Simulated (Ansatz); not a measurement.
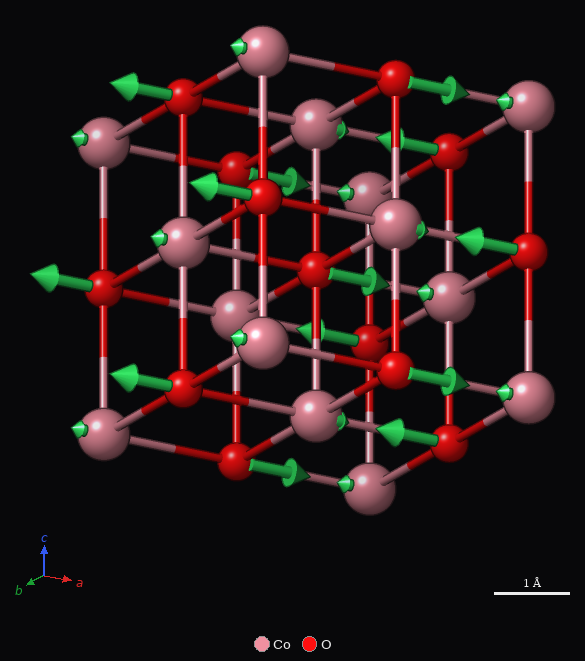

Normal modes of a crystal of CoO, at the zone centre of a doubled cell. The levels lie at 123i, 88i (×2), 178, 179 (×2), 305 (×2), 388 cm⁻¹. One mode is drawn. The green arrows give the relative displacements of the atoms. The picture is a ball-and-stick view of the conventional cell (2 times the calculation's cell), seen from a free direction. Lengths and directions refer to the drawn axes.

Level of theory: DFT PBEsol, scalar-relativistic, plane waves, PAW in Ansatz 0.2.0. Settings: plane-wave cutoff 420 eV; k-point mesh 20 × 20 × 14; occupations gaussian; smearing width 0.15 eV; collinear spin.

Question: To which level does it belong?

Answer: The level at 388 cm⁻¹. This is a non-degenerate mode, the highest level (2 lower levels are imaginary, so the structure is unstable) (the three translations aside). All motion is along a; atoms of one kind move against one another, with no net shift of any sublattice; it stretches the shortest Co–O bonds (2.08 Å); the kinetic energy is shared as O 82 %, Co 18 %. It changes sign from one half of the doubled cell to the other: it belongs to the zone boundary, q = (0, 1/2, 1/2) in the reciprocal vectors of the undoubled cell.
